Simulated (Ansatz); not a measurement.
**Geometry relaxation, with input and output: Ta (part 3 of 3)**

Continued. System: Ta (defect cell, 17 atoms in the cell). Method: DFT PBE, scalar-relativistic, plane waves, PAW, no spin polarisation (Ansatz 0.2.0); cutoff 420 eV, 4×4×4 k-mesh, Gaussian smearing of 0.1 eV. The structure derives from a Materials Project entry. It belongs to a series of runs on one base structure; here: Ta interstitial, charge +0, atoms relaxed.

Geometry of the input (Å; fractional positions):
```
6.6381  0.0000  0.0000
0.0000  6.6381  0.0000
0.0000  0.0000  6.6381
Ta 0.0000  0.0000  0.0000
Ta 0.5000  0.0000  0.0000
Ta 0.0000  0.5000  0.0000
Ta 0.0000  0.0000  0.5000
Ta 0.2500  0.2500  0.2500
Ta 0.5000  0.5000  0.0000
Ta 0.5000  0.0000  0.5000
Ta 0.7500  0.2500  0.2500
Ta 0.0000  0.5000  0.5000
Ta 0.2500  0.7500  0.2500
Ta 0.2500  0.2500  0.7500
Ta 0.5000  0.5000  0.5000
Ta 0.7500  0.7500  0.2500
Ta 0.7500  0.2500  0.7500
Ta 0.2500  0.7500  0.7500
Ta 0.7500  0.7500  0.7500
Ta 0.2481  0.1211  0.0015
```

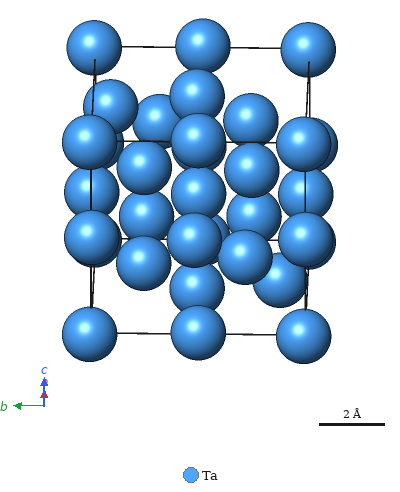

*The geometry at step 14 of the log (spheres-only view of the cell of the calculation, seen at an oblique angle).*

**Trajectory as extended XYZ, continued**
```
17
Lattice="6.6381 0.0000 0.0000 0.0000 6.6381 0.0000 0.0000 0.0000 6.6381" Properties=species:S:1:pos:R:3:forces:R:3 step=7 energy=-168840.30278
Ta   -0.1556    0.0195   -0.0230   -0.0618  -0.2167  -0.1306
Ta    3.9452   -0.5668   -0.1666   -0.2339  -0.0879  -0.2477
Ta    0.0018    3.2450    0.0118   -0.0107   0.1316  -0.2304
Ta   -0.0975   -0.0192    3.2960    0.0203   0.1988  -0.0082
Ta    1.3575    1.9937    2.0851    0.1500  -0.2110  -0.3034
Ta    3.2554    3.3737   -0.0082   -0.0118  -0.1409  -0.1116
Ta    3.2722   -0.0046    3.2835   -0.0123   0.1039  -0.1475
Ta    4.8727    1.6657    1.6464   -0.2029  -0.0051   0.0895
Ta   -0.1446    3.4331    3.3485   -0.0544  -0.0114   0.1670
Ta    1.6230    5.0055    1.6339    0.0021   0.1820   0.0745
Ta    1.4599    1.7998    4.6975    0.2105  -0.0287   0.0639
Ta    3.3024    3.3969    3.3245   -0.1928  -0.0596   0.0028
Ta    5.0225    4.8773    1.7723    0.1007  -0.0900  -0.1161
Ta    4.8606    1.6569    4.9570   -0.0553   0.0792  -0.0248
Ta    1.6328    5.0454    4.9974   -0.0747   0.1000   0.0079
Ta    5.0608    4.8327    4.7844    0.2288  -0.1929   0.0918
Ta    2.2068    0.8777    0.1982    0.1984   0.2486   0.8232
17
Lattice="6.6381 0.0000 0.0000 0.0000 6.6381 0.0000 0.0000 0.0000 6.6381" Properties=species:S:1:pos:R:3:forces:R:3 step=8 energy=-168840.51675
Ta   -0.1190    0.0260   -0.0382    0.0309  -0.2638   0.0584
Ta    3.9400   -0.5931   -0.3008   -1.0496   0.5493   0.1321
Ta   -0.0029    3.2606   -0.0051   -0.1124   0.1850  -0.1571
Ta   -0.0998   -0.0130    3.2971    0.0349   0.1094  -0.0923
Ta    1.2709    2.0292    2.1314    0.2063  -0.2246  -0.6104
Ta    3.2426    3.3833   -0.0232    0.1730   0.0007  -0.0407
Ta    3.2633   -0.0001    3.2524   -0.0234   0.1266  -0.0546
Ta    4.8833    1.6694    1.6157   -0.0561  -0.0613   0.2084
Ta   -0.1650    3.4262    3.3839    0.0252  -0.0009   0.1319
Ta    1.6073    4.9971    1.6363    0.0352   0.1567  -0.0152
Ta    1.5154    1.7289    4.7693    0.2163   0.0453  -0.0106
Ta    3.2867    3.3872    3.3107   -0.2749  -0.2464  -0.0412
Ta    5.0029    4.9002    1.7478    0.0406   0.0358  -0.2212
Ta    4.8542    1.6604    4.9658   -0.0151   0.1413  -0.0841
Ta    1.6213    5.0456    4.9801   -0.0647   0.0963   0.0288
Ta    5.0723    4.8196    4.7435    0.4357  -0.3783  -0.1286
Ta    2.3025    0.9048    0.3717    0.3981  -0.2713   0.8965
17
Lattice="6.6381 0.0000 0.0000 0.0000 6.6381 0.0000 0.0000 0.0000 6.6381" Properties=species:S:1:pos:R:3:forces:R:3 step=9 energy=-168840.62084
Ta   -0.0901    0.0226   -0.0347   -0.1041  -0.1854   0.0535
Ta    3.9018   -0.5963   -0.4376   -1.4495   1.3063   0.9612
Ta   -0.0339    3.2976   -0.0219    0.0804   0.0039  -0.0152
Ta   -0.0843   -0.0149    3.2873   -0.0250   0.0690   0.0382
Ta    1.1872    2.0564    2.1507    0.3016  -0.2955  -0.5881
Ta    3.2675    3.3861   -0.0334   -0.0639  -0.0335  -0.0272
Ta    3.2462    0.0104    3.2394    0.1067  -0.0052   0.2405
Ta    4.8988    1.6595    1.6203    0.2680   0.0710   0.0441
Ta   -0.1715    3.4326    3.4027    0.0222   0.0549   0.2088
Ta    1.6132    4.9882    1.6272   -0.0955   0.0132  -0.0891
Ta    1.5699    1.6648    4.8467    0.0168   0.3253  -0.1806
Ta    3.2582    3.3565    3.2944   -0.0567  -0.1657  -0.0691
Ta    4.9676    4.9392    1.7122   -0.0614   0.1115  -0.2012
Ta    4.8658    1.6737    4.9578   -0.0050   0.0264  -0.0015
Ta    1.6055    5.0357    4.9718   -0.0544   0.0075  -0.0490
Ta    5.0873    4.8072    4.7081    0.4076  -0.3932  -0.2730
Ta    2.3866    0.9134    0.5477    0.7122  -0.9105  -0.0522
17
Lattice="6.6381 0.0000 0.0000 0.0000 6.6381 0.0000 0.0000 0.0000 6.6381" Properties=species:S:1:pos:R:3:forces:R:3 step=10 energy=-168840.73212
Ta   -0.0908    0.0127   -0.0331   -0.0721  -0.0163   0.0267
Ta    3.8211   -0.5614   -0.5005    0.0722  -0.0037  -0.0461
Ta   -0.0450    3.3204   -0.0486   -0.0874   0.0288   0.0253
Ta   -0.0670    0.0044    3.2905   -0.0023  -0.0241  -0.0101
Ta    1.1522    2.0938    2.0737    0.0136  -0.0019   0.1564
Ta    3.2529    3.3606   -0.0360    0.0580   0.1059   0.0549
Ta    3.2609    0.0124    3.2783   -0.0548  -0.0085   0.1879
Ta    4.9363    1.6641    1.6253    0.1287   0.0419  -0.0857
Ta   -0.1575    3.4375    3.4148    0.0454  -0.0602  -0.0784
Ta    1.6025    4.9769    1.6244   -0.0292  -0.1145  -0.0654
Ta    1.6002    1.6732    4.8860   -0.0814   0.0091  -0.1947
Ta    3.2584    3.3271    3.2760    0.0018   0.0054  -0.0064
Ta    4.9363    4.9711    1.6787   -0.0203  -0.0038  -0.0132
Ta    4.8860    1.6847    4.9578    0.0202  -0.0337   0.0142
Ta    1.5865    5.0188    4.9546    0.0196  -0.0063   0.0083
Ta    5.0970    4.7982    4.7249   -0.0382   0.0691  -0.0085
Ta    2.4460    0.8378    0.6719    0.0260   0.0128   0.0349
17
Lattice="6.6381 0.0000 0.0000 0.0000 6.6381 0.0000 0.0000 0.0000 6.6381" Properties=species:S:1:pos:R:3:forces:R:3 step=11 energy=-168840.73485
Ta   -0.1021    0.0100   -0.0294    0.0483   0.0706  -0.0263
Ta    3.8443   -0.5607   -0.5060   -0.0913   0.0576  -0.0068
Ta   -0.0363    3.3073   -0.0169    0.0433  -0.0367  -0.0075
Ta   -0.0890   -0.0052    3.2950   -0.0222  -0.0276   0.0506
Ta    1.2074    2.0442    2.1287   -0.0519   0.0251  -0.1618
Ta    3.2582    3.3783   -0.0296   -0.0618  -0.0675  -0.0255
Ta    3.2475    0.0189    3.2843    0.0173   0.0035  -0.0438
Ta    4.9341    1.6696    1.6216   -0.0616  -0.0444   0.0646
Ta   -0.1602    3.4358    3.3693   -0.0321   0.0325   0.0832
Ta    1.5957    4.9772    1.6230    0.0499   0.0551   0.0593
Ta    1.5831    1.6840    4.8666    0.0119  -0.0102   0.0510
Ta    3.2634    3.3488    3.2835    0.0293   0.0232   0.0370
Ta    4.9273    4.9774    1.6805    0.0101   0.0019   0.0050
Ta    4.8852    1.6974    4.9634    0.0326   0.0243  -0.0168
Ta    1.5790    5.0195    4.9657   -0.0298  -0.0097  -0.0193
Ta    5.1101    4.7799    4.7271    0.0554  -0.0463  -0.0374
Ta    2.4282    0.8499    0.6117    0.0524  -0.0515  -0.0054
17
Lattice="6.6381 0.0000 0.0000 0.0000 6.6381 0.0000 0.0000 0.0000 6.6381" Properties=species:S:1:pos:R:3:forces:R:3 step=12 energy=-168840.75700
Ta   -0.0933    0.0478   -0.0065    0.0100  -0.0431   0.0475
Ta    3.8744   -0.5591   -0.7037    0.0170   0.0525  -0.0001
Ta   -0.0219    3.3184    0.0388   -0.0383   0.0552  -0.0473
Ta   -0.1690   -0.0017    3.3720    0.0107   0.0143  -0.0426
Ta    1.2249    1.9351    2.0687   -0.0666  -0.1224  -0.0423
Ta    3.2223    3.4042   -0.0072    0.0184  -0.0238   0.0362
Ta    3.2252    0.0498    3.2876   -0.0141  -0.0492   0.0011
Ta    4.9319    1.6955    1.6557   -0.0248  -0.0259  -0.0089
Ta   -0.0998    3.4065    3.2932   -0.0006   0.0604  -0.0404
Ta    1.5674    5.0247    1.6584    0.0195   0.0144  -0.0487
Ta    1.5761    1.6866    4.9010   -0.0390   0.0257   0.0842
Ta    3.2167    3.3764    3.2880    0.0307   0.0471  -0.0579
Ta    4.8786    5.0235    1.6634   -0.0113   0.0347   0.0021
Ta    4.8692    1.7791    4.9945    0.0264  -0.0897  -0.0110
Ta    1.5255    5.0221    4.9815    0.0111   0.0345   0.0467
Ta    5.1821    4.6317    4.7399    0.0452   0.0295   0.1185
Ta    2.5657    0.7915    0.6133    0.0056  -0.0140  -0.0370
17
Lattice="6.6381 0.0000 0.0000 0.0000 6.6381 0.0000 0.0000 0.0000 6.6381" Properties=species:S:1:pos:R:3:forces:R:3 step=13 energy=-168840.70127 accepted=F
Ta   -0.0871    0.0656    0.0249   -0.1849  -0.0106  -0.1501
Ta    3.8971   -0.5497   -0.8370    0.1449  -0.1362   0.2396
Ta   -0.0374    3.3349    0.0807    0.0913   0.0006  -0.0027
Ta   -0.2006   -0.0114    3.4151   -0.0515   0.0771  -0.0196
Ta    1.2193    1.8605    2.0118    0.0902   0.0916   0.0988
Ta    3.2242    3.4065    0.0054   -0.0915   0.0820  -0.0175
Ta    3.1842    0.0638    3.2977    0.0505   0.1482  -0.2094
Ta    4.9227    1.6967    1.6912    0.0372   0.2113  -0.0710
Ta   -0.0536    3.4084    3.2294    0.0094  -0.0943   0.0188
Ta    1.5652    5.0511    1.6541   -0.1366   0.0402   0.0893
Ta    1.5511    1.7105    4.9404    0.0686  -0.0619   0.0437
Ta    3.1863    3.4004    3.2837    0.0477  -0.0100   0.1005
Ta    4.8322    5.0736    1.6579    0.2171  -0.3322  -0.0287
Ta    4.8795    1.8167    4.9914   -0.1836  -0.3304   0.0924
Ta    1.4939    5.0216    5.0172    0.1621   0.0521  -0.1039
Ta    5.2406    4.5363    4.7582   -0.2554   0.4575   0.0785
Ta    2.6582    0.7471    0.6165   -0.0156  -0.1849  -0.1585
17
Lattice="6.6381 0.0000 0.0000 0.0000 6.6381 0.0000 0.0000 0.0000 6.6381" Properties=species:S:1:pos:R:3:forces:R:3 step=14 energy=-168840.76001
Ta   -0.0860    0.0418   -0.0052    0.0076   0.0030  -0.0019
Ta    3.8679   -0.5283   -0.7214   -0.0044   0.0049   0.0637
Ta    0.0024    3.3109    0.0438   -0.0176   0.0298   0.0158
Ta   -0.1951   -0.0258    3.3956    0.0333   0.0002  -0.0350
Ta    1.1817    1.8862    2.0868   -0.0335   0.0536   0.0223
Ta    3.2317    3.4171   -0.0126   -0.0097  -0.0244   0.0055
Ta    3.2234    0.0463    3.2797    0.0116   0.0150  -0.0086
Ta    4.9424    1.6894    1.6530   -0.0305   0.0015   0.0116
Ta   -0.0976    3.4310    3.2884    0.0162  -0.0108  -0.0179
Ta    1.5720    5.0384    1.6548   -0.0282  -0.0208  -0.0036
Ta    1.5778    1.6853    4.8991   -0.0367   0.0045   0.0290
Ta    3.2138    3.3711    3.2620   -0.0053  -0.0062  -0.0312
Ta    4.8762    5.0221    1.6463    0.0196   0.0118   0.0140
Ta    4.8744    1.7848    4.9883    0.0127  -0.0216  -0.0125
Ta    1.5345    5.0184    4.9831    0.0106   0.0100  -0.0046
Ta    5.1767    4.6146    4.7809    0.0564  -0.0162  -0.0678
Ta    2.5797    0.8291    0.6161   -0.0020  -0.0342   0.0213
17
Lattice="6.6381 0.0000 0.0000 0.0000 6.6381 0.0000 0.0000 0.0000 6.6381" Properties=species:S:1:pos:R:3:forces:R:3 step=15 energy=-168840.75562 accepted=F
Ta   -0.0849    0.0348   -0.0025   -0.0242   0.0419  -0.0711
Ta    3.8599   -0.5346   -0.6840    0.0320  -0.0459  -0.0132
Ta   -0.0280    3.3274    0.0278    0.0411  -0.0197  -0.0146
Ta   -0.1532   -0.0223    3.3657   -0.0397   0.0514   0.0429
Ta    1.1689    1.9371    2.0644    0.0396  -0.0234   0.1018
Ta    3.2443    3.3959   -0.0181   -0.0618   0.0434   0.0109
Ta    3.2205    0.0426    3.2913    0.0569   0.0100   0.0280
Ta    4.9387    1.6801    1.6541    0.0602   0.0344  -0.0415
Ta   -0.1035    3.4381    3.3069    0.0220  -0.0566  -0.0406
Ta    1.5842    5.0180    1.6411   -0.0715  -0.0322   0.0669
Ta    1.5676    1.6912    4.9094    0.0750  -0.0580  -0.0694
Ta    3.2202    3.3575    3.2641   -0.0258  -0.0252   0.0154
Ta    4.8774    5.0229    1.6579    0.0104  -0.0259  -0.0162
Ta    4.8898    1.7606    4.9731   -0.0700   0.0666   0.0356
Ta    1.5456    5.0159    4.9849   -0.0100   0.0186  -0.0387
Ta    5.1662    4.6509    4.7615   -0.0696   0.0058  -0.0226
Ta    2.5624    0.8162    0.6409    0.0354   0.0147   0.0263
17
Lattice="6.6381 0.0000 0.0000 0.0000 6.6381 0.0000 0.0000 0.0000 6.6381" Properties=species:S:1:pos:R:3:forces:R:3 step=16 energy=-168840.76304
Ta   -0.0857    0.0435   -0.0048   -0.0032  -0.0042   0.0052
Ta    3.8771   -0.5409   -0.7021   -0.0011   0.0119   0.0006
Ta   -0.0175    3.3248    0.0360    0.0067  -0.0041   0.0031
Ta   -0.1756   -0.0162    3.3832   -0.0052  -0.0042   0.0036
Ta    1.1874    1.9083    2.0714   -0.0100  -0.0050  -0.0036
Ta    3.2302    3.4071   -0.0106   -0.0033   0.0026   0.0032
Ta    3.2238    0.0471    3.2882    0.0035  -0.0108   0.0064
Ta    4.9385    1.6896    1.6534    0.0042  -0.0054  -0.0041
Ta   -0.0948    3.4259    3.2921    0.0017   0.0003   0.0009
Ta    1.5716    5.0300    1.6532   -0.0100  -0.0011  -0.0004
Ta    1.5729    1.6890    4.9064   -0.0037  -0.0054  -0.0046
Ta    3.2121    3.3654    3.2657    0.0010  -0.0012  -0.0003
Ta    4.8764    5.0238    1.6579    0.0051   0.0009   0.0044
Ta    4.8750    1.7777    4.9862    0.0002   0.0075   0.0023
Ta    1.5375    5.0214    4.9842    0.0025   0.0043   0.0010
Ta    5.1716    4.6256    4.7551    0.0018   0.0018  -0.0158
Ta    2.5754    0.8103    0.6232    0.0098   0.0122  -0.0019
17
Lattice="6.6381 0.0000 0.0000 0.0000 6.6381 0.0000 0.0000 0.0000 6.6381" Properties=species:S:1:pos:R:3:forces:R:3 step=17 energy=-168840.76316
Ta   -0.0851    0.0426   -0.0045   -0.0004   0.0044  -0.0043
Ta    3.8770   -0.5383   -0.7017    0.0035   0.0025   0.0093
Ta   -0.0160    3.3246    0.0355    0.0036  -0.0014   0.0013
Ta   -0.1769   -0.0177    3.3844    0.0002  -0.0015   0.0062
Ta    1.1836    1.9060    2.0721   -0.0044  -0.0045   0.0028
Ta    3.2305    3.4085   -0.0103    0.0004   0.0005  -0.0071
Ta    3.2248    0.0454    3.2882   -0.0047   0.0065  -0.0024
Ta    4.9398    1.6884    1.6528   -0.0008   0.0040  -0.0015
Ta   -0.0947    3.4271    3.2929    0.0032  -0.0023   0.0055
Ta    1.5702    5.0306    1.6531    0.0082  -0.0029   0.0008
Ta    1.5725    1.6875    4.9057    0.0071   0.0045  -0.0006
Ta    3.2116    3.3639    3.2630    0.0010  -0.0029   0.0037
Ta    4.8778    5.0233    1.6575   -0.0082  -0.0015  -0.0024
Ta    4.8754    1.7788    4.9860   -0.0053   0.0007   0.0009
Ta    1.5390    5.0218    4.9841   -0.0027  -0.0063  -0.0034
Ta    5.1701    4.6262    4.7557   -0.0079  -0.0065  -0.0121
Ta    2.5762    0.8135    0.6240    0.0075   0.0067   0.0034
17
Lattice="6.6381 0.0000 0.0000 0.0000 6.6381 0.0000 0.0000 0.0000 6.6381" Properties=species:S:1:pos:R:3:forces:R:3 step=18 energy=-168840.76326
Ta   -0.0839    0.0412   -0.0050    0.0027   0.0115  -0.0046
Ta    3.8771   -0.5358   -0.6992    0.0054  -0.0027   0.0151
Ta   -0.0149    3.3254    0.0351    0.0041  -0.0028  -0.0052
Ta   -0.1772   -0.0201    3.3860   -0.0006   0.0027   0.0045
Ta    1.1788    1.9034    2.0738   -0.0016  -0.0005   0.0018
Ta    3.2319    3.4097   -0.0115   -0.0044  -0.0015  -0.0040
Ta    3.2247    0.0457    3.2885    0.0012  -0.0022  -0.0050
Ta    4.9416    1.6872    1.6519   -0.0049   0.0053  -0.0008
Ta   -0.0950    3.4290    3.2939    0.0061  -0.0008   0.0106
Ta    1.5715    5.0305    1.6527    0.0014   0.0012   0.0005
Ta    1.5723    1.6875    4.9054    0.0075   0.0003   0.0014
Ta    3.2113    3.3604    3.2600   -0.0021   0.0052   0.0022
Ta    4.8775    5.0230    1.6578   -0.0028  -0.0019  -0.0092
Ta    4.8762    1.7790    4.9856   -0.0048  -0.0013  -0.0007
Ta    1.5414    5.0208    4.9832   -0.0049  -0.0034  -0.0036
Ta    5.1663    4.6271    4.7555   -0.0085  -0.0127  -0.0136
Ta    2.5763    0.8183    0.6248    0.0064   0.0037   0.0106
17
Lattice="6.6381 0.0000 0.0000 0.0000 6.6381 0.0000 0.0000 0.0000 6.6381" Properties=species:S:1:pos:R:3:forces:R:3 step=19 energy=-168840.76338
Ta   -0.0801    0.0416   -0.0067    0.0061  -0.0072  -0.0034
Ta    3.8778   -0.5286   -0.6868    0.0105  -0.0201   0.0120
Ta   -0.0125    3.3257    0.0294    0.0013   0.0131  -0.0014
Ta   -0.1769   -0.0269    3.3904   -0.0006   0.0113   0.0011
Ta    1.1625    1.8977    2.0785    0.0146   0.0091  -0.0026
Ta    3.2357    3.4121   -0.0156   -0.0034  -0.0009   0.0130
Ta    3.2265    0.0418    3.2890    0.0096   0.0042  -0.0084
Ta    4.9462    1.6859    1.6512   -0.0079  -0.0072  -0.0142
Ta   -0.0941    3.4347    3.3016    0.0034   0.0045   0.0043
Ta    1.5730    5.0300    1.6488   -0.0053   0.0088   0.0161
Ta    1.5757    1.6857    4.9042   -0.0148  -0.0069  -0.0015
Ta    3.2083    3.3520    3.2495    0.0021   0.0005   0.0037
Ta    4.8805    5.0193    1.6577   -0.0088   0.0107  -0.0175
Ta    4.8757    1.7778    4.9816    0.0167   0.0016   0.0090
Ta    1.5486    5.0194    4.9823   -0.0044  -0.0048  -0.0170
Ta    5.1520    4.6316    4.7529   -0.0143  -0.0205  -0.0163
Ta    2.5771    0.8325    0.6305   -0.0048   0.0040   0.0233
17
Lattice="6.6381 0.0000 0.0000 0.0000 6.6381 0.0000 0.0000 0.0000 6.6381" Properties=species:S:1:pos:R:3:forces:R:3 step=20 energy=-168840.76397
Ta   -0.0761    0.0414   -0.0068   -0.0024   0.0021  -0.0005
Ta    3.8877   -0.5309   -0.6773    0.0000   0.0022  -0.0019
Ta   -0.0190    3.3356    0.0244    0.0060  -0.0038   0.0000
Ta   -0.1739   -0.0247    3.3923   -0.0010   0.0020   0.0003
Ta    1.1593    1.9005    2.0708   -0.0066   0.0014  -0.0021
Ta    3.2344    3.4112   -0.0134   -0.0024   0.0018  -0.0017
Ta    3.2277    0.0421    3.2927   -0.0006  -0.0016   0.0089
Ta    4.9486    1.6852    1.6490    0.0053   0.0028  -0.0024
Ta   -0.0895    3.4342    3.3052    0.0051  -0.0040  -0.0047
Ta    1.5718    5.0309    1.6503    0.0003  -0.0020  -0.0010
Ta    1.5735    1.6857    4.9077   -0.0007  -0.0012  -0.0023
Ta    3.2037    3.3443    3.2455   -0.0014   0.0040   0.0048
Ta    4.8796    5.0203    1.6622   -0.0032  -0.0023   0.0030
Ta    4.8761    1.7777    4.9828    0.0034  -0.0032   0.0039
Ta    1.5527    5.0197    4.9805    0.0044  -0.0010   0.0017
Ta    5.1383    4.6298    4.7375   -0.0082   0.0006  -0.0047
Ta    2.5810    0.8294    0.6351    0.0020   0.0022  -0.0011
17
Lattice="6.6381 0.0000 0.0000 0.0000 6.6381 0.0000 0.0000 0.0000 6.6381" Properties=species:S:1:pos:R:3:forces:R:3 step=21 energy=-168840.76397
Ta   -0.0761    0.0414   -0.0068   -0.0024   0.0020  -0.0005
Ta    3.8877   -0.5309   -0.6773    0.0000   0.0023  -0.0019
Ta   -0.0190    3.3356    0.0244    0.0058  -0.0038   0.0001
Ta   -0.1739   -0.0247    3.3923   -0.0011   0.0020   0.0002
Ta    1.1593    1.9005    2.0708   -0.0066   0.0014  -0.0022
Ta    3.2344    3.4112   -0.0134   -0.0023   0.0018  -0.0016
Ta    3.2277    0.0421    3.2927   -0.0005  -0.0017   0.0088
Ta    4.9486    1.6852    1.6490    0.0053   0.0028  -0.0023
Ta   -0.0895    3.4342    3.3052    0.0050  -0.0040  -0.0047
Ta    1.5718    5.0309    1.6503    0.0002  -0.0019  -0.0010
Ta    1.5735    1.6857    4.9077   -0.0007  -0.0012  -0.0024
Ta    3.2037    3.3443    3.2455   -0.0013   0.0041   0.0047
Ta    4.8796    5.0203    1.6622   -0.0031  -0.0023   0.0031
Ta    4.8761    1.7777    4.9828    0.0035  -0.0031   0.0038
Ta    1.5527    5.0197    4.9805    0.0043  -0.0010   0.0016
Ta    5.1383    4.6298    4.7375   -0.0080   0.0005  -0.0048
Ta    2.5810    0.8294    0.6351    0.0020   0.0022  -0.0009
```

**Results in brief**

- outcome: converged
- electrons treated: 221
- free energy: −168840.7640 eV
- Fermi energy: 19.787 eV
- gap on the k-point mesh: none (metallic)
- final volume: 292.51 Å³
- largest force (length of the vector) at the end: 0.009 eV/Å
- wall time: 6.1 min (CPU time 24 min)
- peak memory: 1.7 GiB

**Remarks**

Spin–orbit coupling is left out, which matters for Ta.
